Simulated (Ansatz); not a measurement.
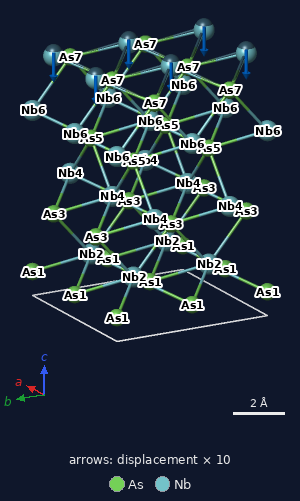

This is a constrained relaxation of a slab of composition NbAs (cut from the I4_1md phase). The starting structure is drawn faded, the final one solid; blue arrows show the displacements, magnified 10 times.

Style: ball-and-stick. Shown: the 2 × 2 repeat of the cell, outlined in the plane, without the vacuum, from a free direction.

Case: clean slab, lower half held. The slab is the (0 0 1) face of NbAs. 4 atoms are held fixed.

Theory: DFT PBEsol, scalar-relativistic, plane waves, PAW (Ansatz 0.2.0). Settings: plane-wave cutoff 420 eV; k-point mesh 8 × 8 × 1; occupations gaussian; smearing width 0.1 eV; no spin polarisation; dipole correction; atoms relaxed in a fixed cell; force threshold 0.03 eV/Å; at most 70 steps.

Atoms of which element are displaced furthest, and by how much?

Niobium: up to 0.12 Å, against 0.02 Å for arsenic.

What happened in the run?

The atom that moves furthest is a Nb atom (0.12 Å along the normal (−c)). Largest moves by element: Nb 0.12 Å, As 0.02 Å. The cell doesn't change. Some distances before and after: Nb–Nb 3.370 → 3.260 Å, As–Nb 2.609 → 2.560 Å, As–Nb 2.603 → 2.615 Å. Bond angles that change, for instance: As–Nb–As 137.5° → 143.6°, Nb–As–Nb 137.5° → 143.6°, Nb–As–Nb 80.6° → 78.1°. After 3 geometry steps the energy has fallen by 65.7 meV per cell of the calculation. Largest force component: 0.92 eV/Å at the start, 0.016 eV/Å at the end.
